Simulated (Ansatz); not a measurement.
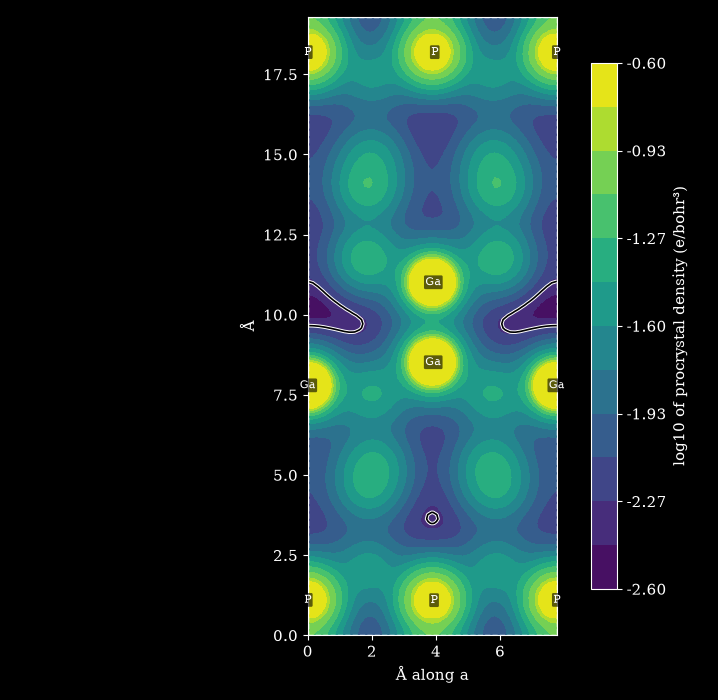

Procrystal electron density of Ga7P8 (R3m), computed on the section y = 0.000 (parallel to a and c; the dashed line is one cell). It is the sum of the densities of spherically averaged neutral Hartree-Fock atoms, not a self-consistent density. The black line is the 0.005 e/bohr³ contour that bounds the voids. The usual level for crystal voids is 0.002 e/bohr³; this crystal has almost no region below it, so a higher level is used, which marks the interstitial space of lowest density.

The cell is taken from coordinates from a relaxation in a fixed cell with Ansatz 0.2.0, DFT PBE, scalar-relativistic, plane waves, PAW.

```cif
data_structure
_symmetry_space_group_name_H-M 'R3m:H'
_symmetry_Int_Tables_number 160
_cell_length_a 7.7691
_cell_length_b 7.7691
_cell_length_c 19.3051
_cell_angle_alpha 90.000
_cell_angle_beta 90.000
_cell_angle_gamma 120.000
_cell_volume 1009.13
loop_
_atom_site_label
_atom_site_type_symbol
_atom_site_symmetry_multiplicity
_atom_site_Wyckoff_symbol
_atom_site_fract_x
_atom_site_fract_y
_atom_site_fract_z
_atom_site_occupancy
Ga1 Ga 9 b 0.32506 0.16253 0.23715 1
Ga2 Ga 3 a 0.33333 0.66667 0.07058 1
Ga3 Ga 9 b 0.32594 0.16297 0.10793 1
P1 P 3 a 0.66667 0.33333 0.27579 1
P2 P 9 b 0.64709 0.82355 0.27569 1
P3 P 3 a 0.00000 0.00000 0.05717 1
P4 P 9 b 0.98585 0.49292 0.05674 1
```

Q: What share of the cell is void by this measure?

A: The voids take about 2.5 % of the cell (25 Å³ of 1009.1 Å³) and are bounded by about 91 Å² of surface per cell.

Q: Are the voids connected in the whole crystal?

A: They are isolated pockets that do not connect across cells.

Q: How low does the density fall, and where?

A: To about 0.0031 e/bohr³ near 0.00, 0.00, 0.53 (fractional), 2.4 Å from the nearest nucleus.

Q: At what density do the voids first join through the crystal?

A: At about 0.0072 e/bohr³, as a two-dimensional network in layers parallel to (001).
